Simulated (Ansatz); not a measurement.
# Geometry relaxation, with input and output: Al$_{16}$O$_{23}$ (charge +2) (part 1 of 4)

System: Al$_{16}$O$_{23}$ (defect cell, 39 atoms in the cell, total charge +2).
Method: DFT PBE, scalar-relativistic, plane waves, PAW, spin-polarised (Ansatz 0.2.0).

The structure derives from a Materials Project entry. It belongs to a series of runs on one base structure; here: V_O, charge +2, atoms relaxed at the host's cell.

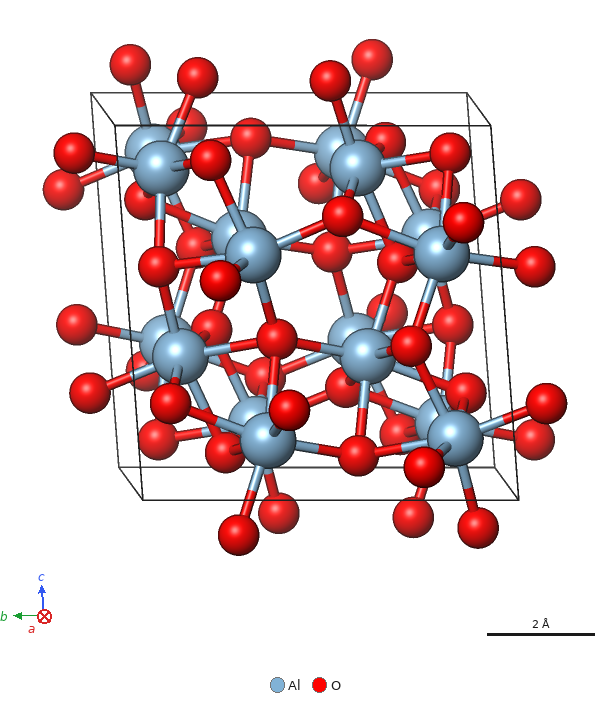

*The starting structure (ball-and-stick view of the cell of the calculation, seen at an oblique angle; bonded neighbours outside the cell are drawn too).*

Near neighbours in the crystal (not all of them lie inside the picture): Al has 6 O at 1.85 to 2.03 Å; Al has 5 O at 1.80 to 1.99 Å; O has 4 Al at 1.80 to 2.03 Å.

**Summary**

- outcome: converged
- electrons treated: 184
- free energy: −21726.9145 eV
- Fermi energy: 8.940 eV
- gap on the k-point mesh: 3.75 eV
- net moment of the cell: 0.00 μB
- integrated absolute moment: 0.00 μB
- final volume: 350.43 Å³
- largest force (length of the vector) at the end: 0.011 eV/Å
- hardware: 8 threads of Arm Neoverse V1, 24 GiB of memory available, shared host
- wall time: 45 s (CPU time 5.5 min)
- peak memory: 1.8 GiB

**Notes**

The program warns: some starting moments were not kept.

**Input file**
```yaml
crystal:
  lattice:
    - [-4.8085976127, -2.7762451261, 4.374911747]
    - [4.8085976127, -2.7762451261, 4.374911747]
    - [0.0, 5.5524902522, 4.374911747]
  atoms:
    - { symbol: Al, position: [0.145207765, 0.1480793173, 0.1527238109] }
    - { symbol: Al, position: [0.6475659905, 0.6465267095, 0.1463644564] }
    - { symbol: Al, position: [0.6481551087, 0.1486119602, 0.6460143093] }
    - { symbol: Al, position: [0.1328691186, 0.6502358978, 0.6429288948], spin: 0.5 }
    - { symbol: Al, position: [0.3535144619, 0.3524771978, 0.3528638768] }
    - { symbol: Al, position: [0.8519662196, 0.8548447675, 0.3464964321] }
    - { symbol: Al, position: [0.8514314579, 0.351893505, 0.8532174588] }
    - { symbol: Al, position: [0.3490065814, 0.8651122256, 0.8541590906], spin: 0.5 }
    - { symbol: Al, position: [0.6613250631, 0.6530449112, 0.6414852654], spin: 0.5 }
    - { symbol: Al, position: [0.1452797998, 0.1474833923, 0.6446127543] }
    - { symbol: Al, position: [0.1487494995, 0.6465768078, 0.14645383] }
    - { symbol: Al, position: [0.6467247574, 0.149137863, 0.1486524806] }
    - { symbol: Al, position: [0.8525617151, 0.8547720655, 0.8546183829] }
    - { symbol: Al, position: [0.3468653534, 0.3421331866, 0.8563902889], spin: 0.5 }
    - { symbol: Al, position: [0.3534633307, 0.851288627, 0.3527699028] }
    - { symbol: Al, position: [0.8509118534, 0.3533150204, 0.3505768813] }
    - { symbol: O, position: [0.902529134, 0.0975195671, 0.7496156149] }
    - { symbol: O, position: [0.9038556814, 0.5977342808, 0.2484571469] }
    - { symbol: O, position: [0.4023112401, 0.0961882937, 0.2507711698] }
    - { symbol: O, position: [0.4022297682, 0.2514245235, 0.5994228682] }
    - { symbol: O, position: [0.900417427, 0.7555836105, 0.5943131233] }
    - { symbol: O, position: [0.902429466, 0.2505147908, 0.096726606] }
    - { symbol: O, position: [0.4033124542, 0.7471888184, 0.0918927449] }
    - { symbol: O, position: [0.5966429948, 0.7491437714, 0.4022751626] }
    - { symbol: O, position: [0.0964205446, 0.2500613842, 0.4030822297] }
    - { symbol: O, position: [0.1034994454, 0.7462388034, 0.8981564178] }
    - { symbol: O, position: [0.5952095853, 0.2498209364, 0.9022622356] }
    - { symbol: O, position: [0.7502285747, 0.4048379415, 0.5969714471] }
    - { symbol: O, position: [0.2538044457, 0.8965399389, 0.6010712428] }
    - { symbol: O, position: [0.2509027366, 0.4034006869, 0.0969569985] }
    - { symbol: O, position: [0.7499764998, 0.9036306133, 0.0961515428] }
    - { symbol: O, position: [0.2528520309, 0.5967308901, 0.4073336568] }
    - { symbol: O, position: [0.7495358206, 0.0976233323, 0.402505164] }
    - { symbol: O, position: [0.7486174486, 0.5978230885, 0.8998013089] }
    - { symbol: O, position: [0.244461824, 0.0996319665, 0.9049086797] }
    - { symbol: O, position: [0.5967621318, 0.4032843229, 0.2496141184] }
    - { symbol: O, position: [0.0985924984, 0.9014530022, 0.2496118031] }
    - { symbol: O, position: [0.099501451, 0.4063405872, 0.7490525985] }
    - { symbol: O, position: [0.5937035727, 0.900541755, 0.7501752729] }
  host:
    lattice:
      - [2.4042988063, 1.3881225631, 4.374911747]
      - [-2.4042988063, 1.3881225631, 4.374911747]
      - [0.0, -2.7762451261, 4.374911747]
    atoms:
      - { symbol: Al, position: [0.1478748935, 0.1478748935, 0.1478748935] }
      - { symbol: Al, position: [0.3521251065, 0.3521251065, 0.3521251065] }
      - { symbol: Al, position: [0.6478748935, 0.6478748935, 0.6478748935] }
      - { symbol: Al, position: [0.8521251065, 0.8521251065, 0.8521251065] }
      - { symbol: O, position: [0.9438371958, 0.5561628042, 0.25] }
      - { symbol: O, position: [0.4438371958, 0.75, 0.0561628042] }
      - { symbol: O, position: [0.5561628042, 0.25, 0.9438371958] }
      - { symbol: O, position: [0.25, 0.9438371958, 0.5561628042] }
      - { symbol: O, position: [0.75, 0.0561628042, 0.4438371958] }
      - { symbol: O, position: [0.0561628042, 0.4438371958, 0.75] }
total_charge: 2
basis:
  ecutwfc: 420
  xc_grid: 2
kpoints:
  mp_grid: { grid: [2, 2, 2], shift: [0.5, 0.5, 0.5] }
hamiltonian:
  xc: pbe
scf:
  occupations: { method: gaussian, width: 0.02 }
  lower_state_search: "off"
output:
  forces: true
  stress: false
  eigenvalues: true
  populations: true
  charged_corrections:
    defect_position: [0.4030814, 0.5969186, 0.75]
    epsilon: [[10.177, 0.0, 0.0], [0.0, 10.177, 0.0], [0.0, 0.0, 12.532]]
  write_density: true
  write_potential: true
  elf: true
  volumetric_format: npy
magnetization:
  spin_polarized: true
relax:
  adjacent_minimum: "off"
  f_tol: 0.03
  max_steps: 40
```

Command:
```bash
ansatz run input.yaml --threads 8 --pin off --max-ram 16384MiB --backend cpu --events-out ev --progress --plain --runs-dir out
```

**The program's output**
```
Engine: ansatz 0.2.0, aarch64-unknown-linux-gnu
Pseudopotentials: kind: paw
Pseudopotential: Al, paw, valence charge 3, recommended cutoff 420 eV (normal), Al.paw.azcp
Pseudopotential: O, paw, valence charge 6, recommended cutoff 420 eV (normal), O.paw.azcp
Functional definition: PBE
  parameter kappa = 0.804
  parameter beta = 0.06672455060314922
  exchange = pbe_x(kappa = kappa, mu = beta*pi^2/3)
  correlation = pbe_c(beta = beta)
Crystal: 39 atoms, lattice volume = 350.426 Å³
Basis set: ecut = 420 eV, 6831 PW (Γ), exchange–correlation on 96×96×96 points (8 copies of the dense FFT grid, shifted against one another)
Bands: 132, of which v1, the nominal top of the filled ones, is band 92 counted from 1 (91 counted from 0)
Symmetry: 1 space group operations
Space group: P1 (ITA 1), of the structure as read, at distance tolerance 7.1e-5 Å
Magnetic group: BNS 1.1 (UNI 1), of the structure as read, at distance tolerance 7.1e-5 Å
k-points: 4 of 8 (time reversal used)
Non-local potential: Al, projectors of the file, l = 0: 2, l = 1: 2, l = 2: 1
Non-local potential: O, projectors of the file, l = 0: 2, l = 1: 2, l = 2: 1
PAW form: soft (Blöchl's): semilocal exchange-correlation on the pseudo side does not see the compensation charge
PAW one-centre angular grid: Al, 110 points (default); XC on 64 Gauss nodes
PAW one-centre angular grid: O, 110 points (default); XC on 64 Gauss nodes
Initial density: superposition of atomic densities (chi_scale 0.1, normalization cell, long waves kept (reshape's long-wave potential 0.13 eV rms))
Starting moments: Σ|m| = 2 μB on 4 of 39 sites
Initial wavefunctions: pseudopotential atomic-orbital guess
Functional: x = pbe(κ = 0.804, μ = 0.2195149727645171), c = pbe(β = 0.06672455060314922)
SCF iter   1: F=—  HF=-21748.214060 eV  |F-HF|=—  |Δ(HF+E_count)|=         —  Δρ=7.35e-2 (↑7.27e-2 ↓7.35e-2)  dr2=7.53e1  dr2_m=7.46e-2  M=0.000 μB ∫|m|=0.314 μB  β_m=0.30  ethr=3.10e-3  ⟨swp⟩=6.8  Hψ=4641  notcnv=0  defer=115
preconditioner: auto → Resta (q_TF=auto, 2.451 Å⁻¹)  ε∞=3.2  [insulator: Δε(μ)=5.324 eV  Ē_g=18.041 eV  σ=0.020 eV  W_gap=1.00  n_scr=86 (ndim 8)  ℏωp=26.9 eV  f_vac=0.000  D(μ)=0.00/eV (n_scr^D=0)  ε∞_Penn≈3.2]
spin=Collinear: Resta preconditioning applied to the charge; magnetization (m = ρ↑ − ρ↓) channel mixes plain (no charge-response kernel on spin).
SCF iter   2: F=—  HF=-21730.542647 eV  |F-HF|=—  |Δ(HF+E_count)|=    1.77e1  Δρ=3.24e-2 (↑3.22e-2 ↓3.24e-2)  dr2=1.70e1  dr2_m=3.65e-2  M=0.000 μB ∫|m|=0.283 μB  β_m=0.30  ethr=3.10e-3  ⟨swp⟩=3.0  Hψ=2012  notcnv=0  defer=286
SCF iter   3: F=—  HF=-21726.432518 eV  |F-HF|=—  |Δ(HF+E_count)|=    4.11e0  Δρ=1.74e-2 (↑1.74e-2 ↓1.73e-2)  dr2=2.13e0  dr2_m=1.76e-2  M=0.000 μB ∫|m|=0.253 μB  β_m=0.30  ethr=3.10e-3  ⟨swp⟩=3.4  Hψ=1572  notcnv=0  defer=286
SCF iter   4: F=—  HF=-21726.141591 eV  |F-HF|=—  |Δ(HF+E_count)|=   2.91e-1  Δρ=3.08e-3 (↑2.71e-3 ↓3.08e-3)  dr2=5.30e-2  dr2_m=8.20e-3  M=0.000 μB ∫|m|=0.203 μB  β_m=0.30  ethr=1.15e-3  ⟨swp⟩=3.5  Hψ=1272  notcnv=0  defer=280
SCF iter   5: F=—  HF=-21726.165172 eV  |F-HF|=—  |Δ(HF+E_count)|=   2.36e-2  Δρ=1.88e-3 (↑1.60e-3 ↓1.88e-3)  dr2=1.38e-2  dr2_m=4.29e-3  M=0.000 μB ∫|m|=0.161 μB  β_m=0.30  ethr=2.88e-5  ⟨swp⟩=3.0  Hψ=1286  notcnv=0  defer=280
SCF iter   6: F=—  HF=-21726.178303 eV  |F-HF|=—  |Δ(HF+E_count)|=   1.31e-2  Δρ=1.03e-3 (↑9.47e-4 ↓1.03e-3)  dr2=1.85e-3  dr2_m=2.37e-3  M=0.000 μB ∫|m|=0.125 μB  β_m=0.30  ethr=7.50e-6  ⟨swp⟩=2.0  Hψ=1610  notcnv=0  defer=280
Mixer restart at iter 6: flushing history
spin-set hold released at iteration 6 (site moments contracting): the magnetisation degrees of freedom join the quasi-Newton model from the next iteration; the mixer history was flushed
SCF iter   7: F=—  HF=-21726.181968 eV  |F-HF|=—  |Δ(HF+E_count)|=   3.66e-3  Δρ=7.70e-4 (↑7.13e-4 ↓7.70e-4)  dr2=1.03e-3  dr2_m=1.35e-3  M=0.000 μB ∫|m|=0.099 μB  β_m=0.65  ethr=1.00e-6  ⟨swp⟩=2.5  Hψ=1411  notcnv=0  defer=280
SCF iter   8: F=—  HF=-21726.187258 eV  |F-HF|=—  |Δ(HF+E_count)|=   5.29e-3  Δρ=2.15e-4 (↑1.63e-4 ↓2.15e-4)  dr2=1.38e-4  dr2_m=8.05e-5  M=0.000 μB ∫|m|=0.018 μB  β_m=0.69  ethr=5.57e-7  ⟨swp⟩=2.0  Hψ=1552  notcnv=0  defer=280
SCF iter   9: F=—  HF=-21726.187372 eV  |F-HF|=—  |Δ(HF+E_count)|=   1.14e-4  Δρ=9.44e-5 (↑9.44e-5 ↓7.27e-5)  dr2=2.51e-5  dr2_m=1.69e-5  M=0.000 μB ∫|m|=0.005 μB  β_m=0.80  ethr=7.48e-8  ⟨swp⟩=2.0  Hψ=1512  notcnv=0  defer=280
iter 10 did not close the SCF: its close was put off for a magnetic moment that had not settled (scf_convergence_deferred on its scf_iter line)
SCF iter  10: F=-21726.187386 eV  HF=-21726.187386 eV  |F-HF|=2.37e-7  |Δ(HF+E_count)|=   1.36e-5  Δρ=2.12e-5 (↑2.12e-5 ↓1.58e-5)  dr2=2.12e-6  dr2_m=6.31e-7  M=0.000 μB ∫|m|=0.001 μB  β_m=0.75  ethr=1.22e-8  ⟨swp⟩=22.6  Hψ=10873  notcnv=0
SCF iter  11: F=-21726.187386 eV  HF=-21726.187387 eV  |F-HF|=1.70e-7  |Δ(HF+E_count)|=   7.95e-7  Δρ=6.38e-6 (↑6.35e-6 ↓6.38e-6)  dr2=4.07e-7  dr2_m=1.89e-8  M=0.000 μB ∫|m|=0.000 μB  ethr=1.15e-9  ⟨swp⟩=7.5  Hψ=6626  notcnv=0
WARN: the starting moments were not kept: the SCF closed with an absolute magnetisation of 3.2e-4 μB, where they sum to 2 μB in size (4 sites). That is at most 0.1 of that sum. Measured as dr2_m measures the in/out step, that magnetisation stands 3.4e-9 eV from none, at or under the dr2_threshold of 2.3e-5 eV: it is no larger than a step whose dr2_m would equal this threshold. The system may hold no moment; this SCF shows only that its start led to no more than that. To try another start: raise the starting moments (crystal.atoms[].spin, magnetization.per_species, magnetization.initial_magnetization, or on a non-collinear deck that types none of these the spinor_matrix: blocks that start its atoms; where the total moment is fixed, keep their sum and leave initial_magnetization as it is; typed ones take the place of any that the run laid by itself, positive ones on a crystal's lanthanoids without a Hubbard term where scf.initial_density.shell_occupations: [] is typed) or, if the notice of its spin-set hold's release reads "site moments contracting" or "site moments show no strong build", lengthen the hold (scf.mixing.spin_hold: { on: { confirm: 4 } }; for m-r²SCAN on two components see the key's manual first). Each may lead to a state that holds a moment. A second SCF, from the converged charge density, with the starting moments and any scf.initial_density.shell_occupations laid on it anew, would have followed, and was not run: the deck does not ask for one (magnetization.retry_lost_moments is false, the default). To let it run, set magnetization.retry_lost_moments: true and run the deck again, where that key's refused combinations let it; where memory then withholds it, that run's warning says so.
SCF 1 converged in 11 iterations: F = -21726.187386 eV  dr2 = 4.07e-7
  greatest PAW one-centre occupation: 0.859 electrons in one spin orbital (limit 2), on the O atom at site 19 (counted from 0), in its partial waves of l = 0
relax step   1: F+E_penalty+E_count = -21726.18738640 eV  Δ(F+E_penalty+E_count) = +0.000e0 eV  max|allowed force component| = 2.113e0 eV/Å  Δτ_max = 0.0000 Å  (11 SCF iters, dr2 threshold 2.25e-5 eV, accepted)
Initial density: handed on by an earlier stage of this run
Starting moments: Σ|m| = 2 μB on 4 of 39 sites; this step starts from the density that it was given
Initial wavefunctions: those handed on with the density
iter 1 solved again at ethr=3.90e-5 eV; its pass at ethr=3.10e-3 eV (dr2=7.17e-2 eV) is discarded
SCF iter   1: F=—  HF=-21726.782401 eV  |F-HF|=—  |Δ(HF+E_count)|=         —  Δρ=2.66e-3 (↑2.66e-3 ↓2.56e-3)  dr2=7.22e-2  dr2_m=3.17e-4  M=0.000 μB ∫|m|=0.031 μB  β_m=0.30  ethr=3.90e-5  ⟨swp⟩=1.2  Hψ=3713  notcnv=0  defer=282
preconditioner: auto → Resta (q_TF=auto, 2.451 Å⁻¹)  ε∞=3.6  [insulator: Δε(μ)=2.980 eV  Ē_g=16.828 eV  σ=0.020 eV  W_gap=1.00  n_scr=86 (ndim 8)  ℏωp=26.9 eV  f_vac=0.002  D(μ)=0.00/eV (n_scr^D=0)  ε∞_Penn≈3.6]
spin=Collinear: Resta preconditioning applied to the charge; magnetization (m = ρ↑ − ρ↓) channel mixes plain (no charge-response kernel on spin).
SCF iter   2: F=—  HF=-21726.770409 eV  |F-HF|=—  |Δ(HF+E_count)|=   1.20e-2  Δρ=1.80e-3 (↑1.80e-3 ↓1.72e-3)  dr2=3.42e-2  dr2_m=1.67e-4  M=0.000 μB ∫|m|=0.024 μB  β_m=0.60  ethr=3.90e-5  ⟨swp⟩=2.0  Hψ=812  notcnv=0  defer=282
SCF iter   3: F=—  HF=-21726.761923 eV  |F-HF|=—  |Δ(HF+E_count)|=   8.49e-3  Δρ=3.47e-4 (↑3.47e-4 ↓3.40e-4)  dr2=1.44e-3  dr2_m=7.84e-6  M=0.000 μB ∫|m|=0.007 μB  β_m=0.62  ethr=1.86e-5  ⟨swp⟩=2.2  Hψ=1462  notcnv=0  defer=282
SCF iter   4: F=—  HF=-21726.761825 eV  |F-HF|=—  |Δ(HF+E_count)|=   9.86e-5  Δρ=1.15e-4 (↑1.15e-4 ↓1.07e-4)  dr2=1.33e-4  dr2_m=1.88e-6  M=0.000 μB ∫|m|=0.003 μB  β_m=0.79  ethr=7.83e-7  ⟨swp⟩=2.0  Hψ=1397  notcnv=0  defer=282
SCF iter   5: F=-21726.761836 eV  HF=-21726.761841 eV  |F-HF|=4.92e-6  |Δ(HF+E_count)|=   1.60e-5  Δρ=3.31e-5 (↑3.31e-5 ↓3.23e-5)  dr2=1.08e-5  dr2_m=8.95e-8  M=0.000 μB ∫|m|=0.000 μB  ethr=5.43e-8  ⟨swp⟩=20.1  Hψ=9565  notcnv=0
the starting moments were not kept: the SCF closed with an absolute magnetisation of 4.5e-4 μB, where they sum to 2 μB in size (4 sites). That is at most 0.1 of that sum. Measured as dr2_m measures the in/out step, that magnetisation stands 1.2e-8 eV from none, at or under the dr2_threshold of 1.0e-4 eV: it is no larger than a step whose dr2_m would equal this threshold.
SCF 2 converged in 5 iterations: F = -21726.761836 eV  dr2 = 1.08e-5
  greatest PAW one-centre occupation: 0.861 electrons in one spin orbital (limit 2), on the O atom at site 20 (counted from 0), in its partial waves of l = 0
relax step   2: F+E_penalty+E_count = -21726.76183592 eV  Δ(F+E_penalty+E_count) = -5.744e-1 eV  max|allowed force component| = 8.496e-1 eV/Å  Δτ_max = 0.1024 Å  (5 SCF iters, dr2 threshold 1.00e-4 eV, accepted)
SCF iter   1: F=—  HF=-21726.930668 eV  |F-HF|=—  |Δ(HF+E_count)|=         —  Δρ=2.04e-3 (↑2.04e-3 ↓2.04e-3)  dr2=5.99e-2  dr2_m=1.51e-4  M=0.000 μB ∫|m|=0.020 μB  β_m=0.30  ethr=2.28e-4  ⟨swp⟩=4.0  Hψ=2544  notcnv=0  defer=280
preconditioner: auto → Resta (q_TF=auto, 2.451 Å⁻¹)  ε∞=3.6  [insulator: Δε(μ)=3.702 eV  Ē_g=16.847 eV  σ=0.020 eV  W_gap=1.00  n_scr=86 (ndim 8)  ℏωp=26.9 eV  f_vac=0.005  D(μ)=0.00/eV (n_scr^D=0)  ε∞_Penn≈3.6]
spin=Collinear: Resta preconditioning applied to the charge; magnetization (m = ρ↑ − ρ↓) channel mixes plain (no charge-response kernel on spin).
SCF iter   2: F=—  HF=-21726.919226 eV  |F-HF|=—  |Δ(HF+E_count)|=   1.14e-2  Δρ=1.38e-3 (↑1.38e-3 ↓1.37e-3)  dr2=2.68e-2  dr2_m=7.95e-5  M=0.000 μB ∫|m|=0.016 μB  β_m=0.58  ethr=3.26e-5  ⟨swp⟩=2.0  Hψ=1250  notcnv=0  defer=286
SCF iter   3: F=—  HF=-21726.912697 eV  |F-HF|=—  |Δ(HF+E_count)|=   6.53e-3  Δρ=2.83e-4 (↑2.83e-4 ↓2.78e-4)  dr2=9.06e-4  dr2_m=3.84e-6  M=0.000 μB ∫|m|=0.005 μB  β_m=0.59  ethr=1.45e-5  ⟨swp⟩=2.0  Hψ=1356  notcnv=0  defer=286
SCF iter   4: F=—  HF=-21726.912688 eV  |F-HF|=—  |Δ(HF+E_count)|=   8.84e-6  Δρ=1.14e-4 (↑1.14e-4 ↓1.13e-4)  dr2=1.45e-4  dr2_m=1.06e-6  M=0.000 μB ∫|m|=0.002 μB  β_m=0.77  ethr=4.92e-7  ⟨swp⟩=2.0  Hψ=1498  notcnv=0  defer=286
SCF iter   5: F=-21726.912712 eV  HF=-21726.912721 eV  |F-HF|=9.70e-6  |Δ(HF+E_count)|=   3.29e-5  Δρ=4.40e-5 (↑4.40e-5 ↓4.24e-5)  dr2=2.00e-5  dr2_m=5.82e-8  M=0.000 μB ∫|m|=0.000 μB  ethr=2.45e-8  ⟨swp⟩=17.2  Hψ=9597  notcnv=0
the starting moments were not kept: the SCF closed with an absolute magnetisation of 3.4e-4 μB, where they sum to 2 μB in size (4 sites). That is at most 0.1 of that sum. Measured as dr2_m measures the in/out step, that magnetisation stands 7.7e-9 eV from none, at or under the dr2_threshold of 4.5e-5 eV: it is no larger than a step whose dr2_m would equal this threshold.
SCF 3 converged in 5 iterations: F = -21726.912712 eV  dr2 = 2.00e-5
  greatest PAW one-centre occupation: 0.862 electrons in one spin orbital (limit 2), on the O atom at site 20 (counted from 0), in its partial waves of l = 0
relax step   3: F+E_penalty+E_count = -21726.91271151 eV  Δ(F+E_penalty+E_count) = -1.509e-1 eV  max|allowed force component| = 1.135e-1 eV/Å  Δτ_max = 0.0751 Å  (5 SCF iters, dr2 threshold 4.51e-5 eV, accepted)
SCF iter   1: F=—  HF=-21726.914377 eV  |F-HF|=—  |Δ(HF+E_count)|=         —  Δρ=2.64e-4 (↑2.62e-4 ↓2.64e-4)  dr2=9.24e-4  dr2_m=2.10e-6  M=0.000 μB ∫|m|=0.002 μB  β_m=0.30  ethr=5.01e-6  ⟨swp⟩=3.0  Hψ=2066  notcnv=0  defer=286
preconditioner: auto → Resta (q_TF=auto, 2.451 Å⁻¹)  ε∞=3.6  [insulator: Δε(μ)=3.757 eV  Ē_g=16.841 eV  σ=0.020 eV  W_gap=1.00  n_scr=86 (ndim 8)  ℏωp=26.9 eV  f_vac=0.004  D(μ)=0.00/eV (n_scr^D=0)  ε∞_Penn≈3.6]
spin=Collinear: Resta preconditioning applied to the charge; magnetization (m = ρ↑ − ρ↓) channel mixes plain (no charge-response kernel on spin).
SCF iter   2: F=—  HF=-21726.914216 eV  |F-HF|=—  |Δ(HF+E_count)|=   1.61e-4  Δρ=1.80e-4 (↑1.79e-4 ↓1.80e-4)  dr2=4.29e-4  dr2_m=1.09e-6  M=0.000 μB ∫|m|=0.001 μB  β_m=0.60  ethr=5.02e-7  ⟨swp⟩=1.0  Hψ=1216  notcnv=0  defer=286
SCF iter   3: F=—  HF=-21726.914103 eV  |F-HF|=—  |Δ(HF+E_count)|=   1.13e-4  Δρ=4.00e-5 (↑4.00e-5 ↓3.90e-5)  dr2=1.45e-5  dr2_m=2.92e-8  M=0.000 μB ∫|m|=0.000 μB  β_m=0.59  ethr=2.33e-7  ⟨swp⟩=2.0  Hψ=1320  notcnv=0  defer=286
SCF iter   4: F=—  HF=-21726.914511 eV  |F-HF|=—  |Δ(HF+E_count)|=   4.08e-4  Δρ=1.43e-5 (↑1.41e-5 ↓1.43e-5)  dr2=1.91e-6  dr2_m=7.52e-9  M=0.000 μB ∫|m|=0.000 μB  β_m=0.76  ethr=7.87e-9  ⟨swp⟩=2.0  Hψ=1316  notcnv=0  defer=286
SCF iter   5: F=—  HF=-21726.914511 eV  |F-HF|=—  |Δ(HF+E_count)|=   3.42e-7  Δρ=5.45e-6 (↑5.45e-6 ↓5.30e-6)  dr2=3.04e-7  dr2_m=4.92e-10  M=0.000 μB ∫|m|=0.000 μB  β_m=0.67  ethr=1.04e-9  ⟨swp⟩=2.0  Hψ=1408  notcnv=0  defer=286
SCF iter   6: F=-21726.914511 eV  HF=-21726.914511 eV  |F-HF|=7.03e-9  |Δ(HF+E_count)|=   3.68e-8  Δρ=1.56e-6 (↑1.56e-6 ↓1.46e-6)  dr2=2.16e-8  dr2_m=1.38e-10  M=0.000 μB ∫|m|=0.000 μB  ethr=5.43e-11  ⟨swp⟩=15.2  Hψ=7602  notcnv=0
the starting moments were not kept: the SCF closed with an absolute magnetisation of 1.1e-5 μB, where they sum to 2 μB in size (4 sites). That is at most 0.1 of that sum. Measured as dr2_m measures the in/out step, that magnetisation stands 1.0e-11 eV from none, at or under the dr2_threshold of 1.0e-7 eV: it is no larger than a step whose dr2_m would equal this threshold.
SCF 4 converged in 6 iterations: F = -21726.914511 eV  dr2 = 2.16e-8
relax step   4: F+E_penalty+E_count = -21726.91451135 eV  Δ(F+E_penalty+E_count) = -1.800e-3 eV  max|allowed force component| = 9.843e-3 eV/Å  Δτ_max = 0.0090 Å  (6 SCF iters, accepted)
```
